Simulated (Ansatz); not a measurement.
Run report: Cu, geometry relaxation (part 1 of 2)

Cu (2 atoms in the cell), computed with DFT PBE, scalar-relativistic, plane waves, PAW, no spin polarisation (Ansatz 0.2.0).

The structure derives from a Materials Project entry. Figures and captions count atoms from 1; the log counts them from 0 in places.

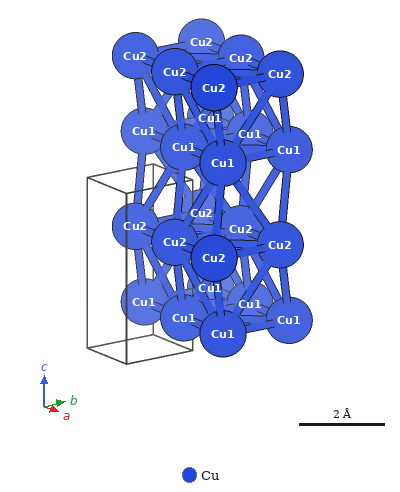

**Figure 1.** The starting structure (ball-and-stick view of the cell of the calculation, repeated 3 × 2 × 2, seen slightly off an axis; atoms are numbered from 1 in the order of the input). Near neighbours in the crystal (not all of them lie inside the picture): Cu has 12 Cu at 2.52 to 2.53 Å.

### The input
```yaml
crystal:
  lattice:
    - [2.5340966698, 0.0, 0.0]
    - [-1.2670483349, 2.1945920917, 0.0]
    - [0.0, 0.0, 4.112571]
  atoms:
    - { symbol: Cu, position: [0.33333333, 0.66666667, 0.25] }
    - { symbol: Cu, position: [0.66666667, 0.33333333, 0.75] }
basis:
  ecutwfc: 420
kpoints:
  mp_grid: { grid: [18, 18, 10] }
hamiltonian:
  xc: pbe
scf:
  occupations: { method: gaussian, width: 0.1 }
output:
  forces: true
  stress: true
  eigenvalues: true
  write_density: true
  write_potential: true
  elf: true
  volumetric_format: npy
relax:
  adjacent_minimum: "off"
  f_tol: 0.005
  max_steps: 80
  cell: { stress_tol: 0.05 }
```

Run on 1 thread of Intel Xeon (Sapphire Rapids), 192 GiB of memory available, shared host.

Command:
```bash
ansatz run input.yaml --threads 1 --pin off --max-ram 2560MiB --backend cpu --events-out ev --progress --plain --runs-dir out
```

### The program's output
```
Engine: ansatz 0.2.0, x86_64-unknown-linux-gnu
Pseudopotentials: kind: paw
Pseudopotential: Cu, paw, valence charge 19, recommended cutoff 420 eV (normal), Cu.paw.azcp
Functional definition: PBE
  parameter kappa = 0.804
  parameter beta = 0.06672455060314922
  exchange = pbe_x(kappa = kappa, mu = beta*pi^2/3)
  correlation = pbe_c(beta = beta)
Crystal: 2 atoms, lattice volume = 22.871 Å³
Basis set: ecut = 420 eV, 451 PW (Γ), exchange–correlation on 36×36×60 points (8 copies of the dense FFT grid, shifted against one another)
Bands: 23, of which v1, the nominal top of the filled ones, is band 19 counted from 1 (18 counted from 0)
Symmetry: 24 space group operations
Space group: P63/mmc (ITA 194), of the structure as read, at distance tolerance 2.8e-5 Å
k-points: 222 of 3240
Non-local potential: Cu, projectors of the file, l = 0: 3, l = 1: 2, l = 2: 3, l = 3: 1
PAW form: soft (Blöchl's): semilocal exchange-correlation on the pseudo side does not see the compensation charge
PAW one-centre angular grid: Cu, 590 points (default); XC on 64 Gauss nodes
Initial density: superposition of atomic densities (neutral atoms: chi_scale 0, normalization atom), corrected by the library's trained network
Initial wavefunctions: pseudopotential atomic-orbital guess
Functional: x = pbe(κ = 0.804, μ = 0.2195149727645171), c = pbe(β = 0.06672455060314922)
SCF iter   1: F=—  HF=-13250.305638 eV  |F-HF|=—  |Δ(HF+E_count)|=         —  Δρ=1.42e-3  dr2=1.49e-4  ethr=1.77e-3  ⟨swp⟩=4.9  Hψ=18744  notcnv=0
preconditioner: auto → none  [metal: Δε(μ)=0.003 eV  Ē_g=11.111 eV  σ=0.100 eV  W_gap=0.02  n_scr=8 (ndim 8)  ℏωp=36.4 eV  f_vac=0.000  D(μ)=0.90/eV (n_scr^D=2)  sad-step TF]
SCF iter   2: F=—  HF=-13250.306031 eV  |F-HF|=—  |Δ(HF+E_count)|=   3.93e-4  Δρ=9.09e-4  dr2=7.65e-5  ethr=3.93e-7  ⟨swp⟩=3.1  Hψ=12468  notcnv=0
SCF iter   3: F=—  HF=-13250.306099 eV  |F-HF|=—  |Δ(HF+E_count)|=   6.82e-5  Δρ=4.62e-4  dr2=2.45e-5  ethr=2.01e-7  ⟨swp⟩=2.0  Hψ=7516  notcnv=0
SCF iter   4: F=—  HF=-13250.306091 eV  |F-HF|=—  |Δ(HF+E_count)|=   8.26e-6  Δρ=3.62e-5  dr2=1.04e-7  ethr=6.46e-8  ⟨swp⟩=2.0  Hψ=7321  notcnv=0
iter 5 did not close the SCF: its close was put off for the readings that it lacked (scf_convergence_deferred on its scf_iter line)
SCF iter   5: F=-13250.306090 eV  HF=-13250.306090 eV  |F-HF|=1.59e-8  |Δ(HF+E_count)|=   5.29e-8  Δρ=1.44e-5  dr2=1.13e-8  ethr=2.75e-10  ⟨swp⟩=2.0  Hψ=8309  notcnv=0
SCF iter   6: F=-13250.306091 eV  HF=-13250.306091 eV  |F-HF|=1.40e-9  |Δ(HF+E_count)|=   2.34e-8  Δρ=1.56e-6  dr2=2.02e-10  ethr=2.97e-11  ⟨swp⟩=5.5  Hψ=31251  notcnv=0
SCF 1 converged in 6 iterations: F = -13250.306091 eV  dr2 = 2.02e-10
  greatest PAW one-centre occupation: 1.000 electrons in one spin orbital (limit 2), on the Cu atom at site 1 (counted from 0), in its partial waves of l = 0
relax step   1: F+E_penalty+E_count = -13250.30609050 eV  Δ(F+E_penalty+E_count) = +0.000e0 eV  max|allowed force component| = 9.252e-18 eV/Å  Δτ_max = 0.0000 Å  P = +7.218 GPa  Ω = 22.871 Å³  (6 SCF iters, dr2 threshold 1.00e-7 eV, accepted)
Crystal: 2 atoms, lattice volume = 23.379 Å³
Basis set: ecut = 420 eV, 463 PW (Γ), exchange–correlation on 36×36×60 points (8 copies of the dense FFT grid, shifted against one another)
Initial density: handed on by an earlier stage of this run
Initial wavefunctions: those handed on with the density
iter 1 solved again at ethr=2.80e-5 eV; its pass at ethr=3.10e-3 eV (dr2=1.06e-2 eV) is discarded
SCF iter   1: F=—  HF=-13250.325212 eV  |F-HF|=—  |Δ(HF+E_count)|=         —  Δρ=8.47e-3  dr2=1.07e-2  ethr=2.80e-5  ⟨swp⟩=1.0  Hψ=24453  notcnv=0
preconditioner: auto → none  [metal: Δε(μ)=0.023 eV  Ē_g=10.978 eV  σ=0.100 eV  W_gap=0.13  n_scr=8 (ndim 8)  ℏωp=36.0 eV  f_vac=0.000  D(μ)=0.91/eV (n_scr^D=2)]
SCF iter   2: F=—  HF=-13250.322986 eV  |F-HF|=—  |Δ(HF+E_count)|=   2.23e-3  Δρ=7.21e-4  dr2=4.17e-5  ethr=2.80e-5  ⟨swp⟩=2.2  Hψ=6982  notcnv=0
SCF iter   3: F=—  HF=-13250.322886 eV  |F-HF|=—  |Δ(HF+E_count)|=   9.99e-5  Δρ=4.88e-4  dr2=4.70e-5  ethr=1.10e-7  ⟨swp⟩=2.0  Hψ=9342  notcnv=0
SCF iter   4: F=—  HF=-13250.322867 eV  |F-HF|=—  |Δ(HF+E_count)|=   1.86e-5  Δρ=5.95e-5  dr2=1.98e-7  ethr=1.10e-7  ⟨swp⟩=2.0  Hψ=7051  notcnv=0
iter 5 did not close the SCF: its close was put off for the readings that it lacked (scf_convergence_deferred on its scf_iter line)
SCF iter   5: F=-13250.322868 eV  HF=-13250.322868 eV  |F-HF|=1.89e-9  |Δ(HF+E_count)|=   6.95e-7  Δρ=4.04e-6  dr2=3.28e-9  ethr=5.20e-10  ⟨swp⟩=2.0  Hψ=9339  notcnv=0
SCF iter   6: F=-13250.322868 eV  HF=-13250.322868 eV  |F-HF|=1.64e-11  |Δ(HF+E_count)|=  3.57e-10  Δρ=5.62e-7  dr2=3.47e-11  ethr=8.64e-12  ⟨swp⟩=4.8  Hψ=27420  notcnv=0
SCF 2 converged in 6 iterations: F = -13250.322868 eV  dr2 = 3.47e-11
relax step   2: F+E_penalty+E_count = -13250.32286790 eV  Δ(F+E_penalty+E_count) = -1.678e-2 eV  max|allowed force component| = 1.735e-17 eV/Å  Δτ_max = 0.0000 Å  P = +3.604 GPa  Ω = 23.379 Å³  energy of the carried Pulay correction = -4.341e-4 eV  (6 SCF iters, dr2 threshold 2.00e-7 eV, accepted)
Crystal: 2 atoms, lattice volume = 23.909 Å³
iter 1 solved again at ethr=2.98e-5 eV; its pass at ethr=3.10e-3 eV (dr2=1.13e-2 eV) is discarded
SCF iter   1: F=—  HF=-13250.331355 eV  |F-HF|=—  |Δ(HF+E_count)|=         —  Δρ=8.63e-3  dr2=1.14e-2  ethr=2.98e-5  ⟨swp⟩=1.1  Hψ=24847  notcnv=0
preconditioner: auto → none  [metal: Δε(μ)=0.040 eV  Ē_g=10.791 eV  σ=0.100 eV  W_gap=0.22  n_scr=8 (ndim 8)  ℏωp=35.6 eV  f_vac=0.000  D(μ)=0.96/eV (n_scr^D=2)]
SCF iter   2: F=—  HF=-13250.329008 eV  |F-HF|=—  |Δ(HF+E_count)|=   2.35e-3  Δρ=7.11e-4  dr2=4.52e-5  ethr=2.98e-5  ⟨swp⟩=2.2  Hψ=6994  notcnv=0
SCF iter   3: F=—  HF=-13250.328905 eV  |F-HF|=—  |Δ(HF+E_count)|=   1.03e-4  Δρ=4.94e-4  dr2=4.96e-5  ethr=1.19e-7  ⟨swp⟩=2.0  Hψ=9343  notcnv=0
SCF iter   4: F=—  HF=-13250.328886 eV  |F-HF|=—  |Δ(HF+E_count)|=   1.92e-5  Δρ=5.48e-5  dr2=1.91e-7  ethr=1.19e-7  ⟨swp⟩=2.0  Hψ=6807  notcnv=0
iter 5 did not close the SCF: its close was put off for the readings that it lacked (scf_convergence_deferred on its scf_iter line)
SCF iter   5: F=-13250.328887 eV  HF=-13250.328887 eV  |F-HF|=4.64e-10  |Δ(HF+E_count)|=   6.19e-7  Δρ=6.01e-6  dr2=2.87e-9  ethr=5.03e-10  ⟨swp⟩=2.0  Hψ=9339  notcnv=0
SCF iter   6: F=-13250.328887 eV  HF=-13250.328887 eV  |F-HF|=3.64e-12  |Δ(HF+E_count)|=  8.69e-10  Δρ=5.44e-7  dr2=3.99e-11  ethr=7.55e-12  ⟨swp⟩=4.7  Hψ=27127  notcnv=0
SCF 3 converged in 6 iterations: F = -13250.328887 eV  dr2 = 3.99e-11
relax step   3: F+E_penalty+E_count = -13250.32888675 eV  Δ(F+E_penalty+E_count) = -6.019e-3 eV  max|allowed force component| = 3.701e-17 eV/Å  Δτ_max = 0.0000 Å  P = +0.291 GPa  Ω = 23.909 Å³  energy of the carried Pulay correction = -8.771e-4 eV  (6 SCF iters, dr2 threshold 2.00e-7 eV, accepted)
Crystal: 2 atoms, lattice volume = 23.957 Å³
Basis set: ecut = 420 eV, 465 PW (Γ), exchange–correlation on 36×36×60 points (8 copies of the dense FFT grid, shifted against one another)
iter 1 solved again at ethr=2.35e-7 eV; its pass at ethr=3.10e-3 eV (dr2=8.93e-5 eV) is discarded
SCF iter   1: F=—  HF=-13250.328930 eV  |F-HF|=—  |Δ(HF+E_count)|=         —  Δρ=7.74e-4  dr2=9.17e-5  ethr=2.35e-7  ⟨swp⟩=2.0  Hψ=23879  notcnv=0
preconditioner: auto → none  [metal: Δε(μ)=0.040 eV  Ē_g=10.735 eV  σ=0.100 eV  W_gap=0.22  n_scr=8 (ndim 8)  ℏωp=35.6 eV  f_vac=0.000  D(μ)=0.96/eV (n_scr^D=2)]
SCF iter   2: F=—  HF=-13250.328905 eV  |F-HF|=—  |Δ(HF+E_count)|=   2.44e-5  Δρ=6.26e-5  dr2=4.30e-7  ethr=2.35e-7  ⟨swp⟩=2.1  Hψ=6844  notcnv=0
SCF iter   3: F=—  HF=-13250.328904 eV  |F-HF|=—  |Δ(HF+E_count)|=   6.84e-7  Δρ=4.17e-5  dr2=3.45e-7  ethr=1.13e-9  ⟨swp⟩=2.3  Hψ=9266  notcnv=0
iter 4 did not close the SCF: its close was put off for the readings that it lacked (scf_convergence_deferred on its scf_iter line)
SCF iter   4: F=-13250.328904 eV  HF=-13250.328904 eV  |F-HF|=1.82e-9  |Δ(HF+E_count)|=   9.62e-8  Δρ=4.63e-6  dr2=1.82e-9  ethr=9.07e-10  ⟨swp⟩=2.0  Hψ=6850  notcnv=0
iter 5 did not close the SCF: its close was put off for the readings that it lacked (scf_convergence_deferred on its scf_iter line)
SCF iter   5: F=-13250.328904 eV  HF=-13250.328904 eV  |F-HF|=2.89e-10  |Δ(HF+E_count)|=   4.19e-9  Δρ=1.63e-6  dr2=2.65e-10  ethr=4.78e-12  ⟨swp⟩=2.0  Hψ=9338  notcnv=0
SCF iter   6: F=-13250.328904 eV  HF=-13250.328904 eV  |F-HF|=5.46e-12  |Δ(HF+E_count)|=  4.55e-11  Δρ=5.83e-8  dr2=2.96e-13  ethr=1.00e-12  ⟨swp⟩=4.0  Hψ=24973  notcnv=0
SCF 4 converged in 6 iterations: F = -13250.328904 eV  dr2 = 2.96e-13
relax step   4: F+E_penalty+E_count = -13250.32890441 eV  Δ(F+E_penalty+E_count) = -1.766e-5 eV  max|allowed force component| = 1.272e-17 eV/Å  Δτ_max = 0.0000 Å  P = +0.009 GPa  Ω = 23.957 Å³  energy of the carried Pulay correction = -9.171e-4 eV  (6 SCF iters, dr2 threshold 2.00e-7 eV, accepted)
Crystal: 2 atoms, lattice volume = 23.958 Å³
iter 1 solved again at ethr=5.04e-10 eV; its pass at ethr=3.10e-3 eV (dr2=1.92e-7 eV) is discarded
SCF iter   1: F=—  HF=-13250.328911 eV  |F-HF|=—  |Δ(HF+E_count)|=         —  Δρ=3.35e-5  dr2=1.09e-7  ethr=5.04e-10  ⟨swp⟩=3.0  Hψ=27582  notcnv=0
preconditioner: auto → none  [metal: Δε(μ)=0.040 eV  Ē_g=10.731 eV  σ=0.100 eV  W_gap=0.22  n_scr=8 (ndim 8)  ℏωp=35.6 eV  f_vac=0.000  D(μ)=0.96/eV (n_scr^D=2)]
SCF iter   2: F=—  HF=-13250.328905 eV  |F-HF|=—  |Δ(HF+E_count)|=   5.45e-6  Δρ=1.25e-5  dr2=1.10e-8  ethr=2.86e-10  ⟨swp⟩=2.5  Hψ=7141  notcnv=0
iter 3 did not close the SCF: its close was put off for the readings that it lacked (scf_convergence_deferred on its scf_iter line)
SCF iter   3: F=-13250.328905 eV  HF=-13250.328905 eV  |F-HF|=1.83e-9  |Δ(HF+E_count)|=   1.68e-9  Δρ=3.95e-6  dr2=1.86e-9  ethr=2.89e-11  ⟨swp⟩=2.1  Hψ=7550  notcnv=0
iter 4 did not close the SCF: its close was put off for the readings that it lacked (scf_convergence_deferred on its scf_iter line)
SCF iter   4: F=-13250.328905 eV  HF=-13250.328905 eV  |F-HF|=1.09e-11  |Δ(HF+E_count)|=  2.62e-10  Δρ=4.26e-7  dr2=1.82e-11  ethr=4.89e-12  ⟨swp⟩=2.0  Hψ=7307  notcnv=0
iter 5 did not close the SCF: its close was put off for the readings that it lacked (scf_convergence_deferred on its scf_iter line)
SCF iter   5: F=-13250.328905 eV  HF=-13250.328905 eV  |F-HF|=3.64e-12  |Δ(HF+E_count)|=  1.27e-11  Δρ=3.50e-8  dr2=6.74e-14  ethr=1.00e-12  ⟨swp⟩=1.0  Hψ=5106  notcnv=0
iter 6 did not close the SCF: its close was put off for the readings that it lacked (scf_convergence_deferred on its scf_iter line)
SCF iter   6: F=-13250.328905 eV  HF=-13250.328905 eV  |F-HF|=1.82e-12  |Δ(HF+E_count)|=  1.82e-12  Δρ=3.06e-9  dr2=1.03e-15  ethr=1.00e-12  ⟨swp⟩=1.0  Hψ=5106  notcnv=0
SCF iter   7: F=-13250.328905 eV  HF=-13250.328905 eV  |F-HF|=1.82e-12  |Δ(HF+E_count)|=  3.64e-12  Δρ=8.83e-10  dr2=6.62e-17  ethr=1.00e-12  ⟨swp⟩=2.8  Hψ=16392  notcnv=0
SCF 5 converged in 7 iterations: F = -13250.328905 eV  dr2 = 6.62e-17
relax step   5: F+E_penalty+E_count = -13250.32890507 eV  Δ(F+E_penalty+E_count) = -6.648e-7 eV  max|allowed force component| = 9.252e-18 eV/Å  Δτ_max = 0.0000 Å  P = +0.001 GPa  Ω = 23.958 Å³  energy of the carried Pulay correction = -9.183e-4 eV  (7 SCF iters, accepted)
Initial wavefunctions: pseudopotential atomic-orbital guess (no wavefunctions were taken with the density)
iter 1 solved again at ethr=1.80e-8 eV; its pass at ethr=3.10e-3 eV (dr2=6.83e-6 eV) is discarded
SCF iter   1: F=—  HF=-13250.328789 eV  |F-HF|=—  |Δ(HF+E_count)|=         —  Δρ=1.14e-3  dr2=6.80e-6  ethr=1.80e-8  ⟨swp⟩=3.0  Hψ=33922  notcnv=0
preconditioner: auto → none  [metal: Δε(μ)=0.040 eV  Ē_g=10.730 eV  σ=0.100 eV  W_gap=0.22  n_scr=8 (ndim 8)  ℏωp=35.6 eV  f_vac=0.000  D(μ)=0.96/eV (n_scr^D=2)]
SCF iter   2: F=—  HF=-13250.329425 eV  |F-HF|=—  |Δ(HF+E_count)|=   6.36e-4  Δρ=5.69e-4  dr2=1.84e-6  ethr=1.79e-8  ⟨swp⟩=1.0  Hψ=5107  notcnv=0
SCF iter   3: F=—  HF=-13250.329636 eV  |F-HF|=—  |Δ(HF+E_count)|=   2.11e-4  Δρ=4.91e-5  dr2=1.46e-7  ethr=4.84e-9  ⟨swp⟩=1.5  Hψ=5289  notcnv=0
SCF iter   4: F=—  HF=-13250.329637 eV  |F-HF|=—  |Δ(HF+E_count)|=   7.69e-7  Δρ=5.58e-6  dr2=9.20e-10  ethr=3.84e-10  ⟨swp⟩=2.0  Hψ=7443  notcnv=0
iter 5 did not close the SCF: its close was put off for the readings that it lacked (scf_convergence_deferred on its scf_iter line)
SCF iter   5: F=-13250.329637 eV  HF=-13250.329637 eV  |F-HF|=1.82e-11  |Δ(HF+E_count)|=   1.58e-8  Δρ=3.70e-7  dr2=1.01e-11  ethr=2.42e-12  ⟨swp⟩=2.0  Hψ=7631  notcnv=0
SCF iter   6: F=-13250.329637 eV  HF=-13250.329637 eV  |F-HF|=0.00e0  |Δ(HF+E_count)|=  1.82e-11  Δρ=2.27e-8  dr2=1.57e-14  ethr=1.00e-12  ⟨swp⟩=4.1  Hψ=23306  notcnv=0
SCF 6 converged in 6 iterations: F = -13250.329637 eV  dr2 = 1.57e-14
relax step   6: F+E_penalty+E_count = -13250.32963679 eV  Δ(F+E_penalty+E_count) = -7.317e-4 eV  max|allowed force component| = 1.156e-17 eV/Å  Δτ_max = 0.0000 Å  P = -0.050 GPa  Ω = 23.958 Å³  stress off target by 5.08e-2 GPa  SCF on the basis re-selected at this cell (its energy is not comparable with the rows above)  (6 SCF iters)
basis re-selected at this cell: Δ(F+E_penalty+E_count) = -7.317e-4 eV, ΔP = -0.051 GPa vs the last step (what re-selecting the basis moved, of the pressure what is left beyond the Pulay correction that the steps carried, after the strain that the cell walked since its last selection, with what the two solves' SCF thresholds leave and, on support functions, any second-order correction that the steps lacked; it is no measure of the basis error at this ecutwfc). This SCF's stress stands 5.08e-2 GPa from its target on what of the cell is left free (relax.cell.stress_tol is 5.00e-2 GPa) and its largest allowed force component is 1.16e-17 eV/Å (relax.f_tol is 5.00e-3 eV/Å): not within both, so this SCF does not close the relaxation
Crystal: 2 atoms, lattice volume = 23.950 Å³
iter 1 solved again at ethr=7.09e-9 eV; its pass at ethr=3.10e-3 eV (dr2=2.69e-6 eV) is discarded
```
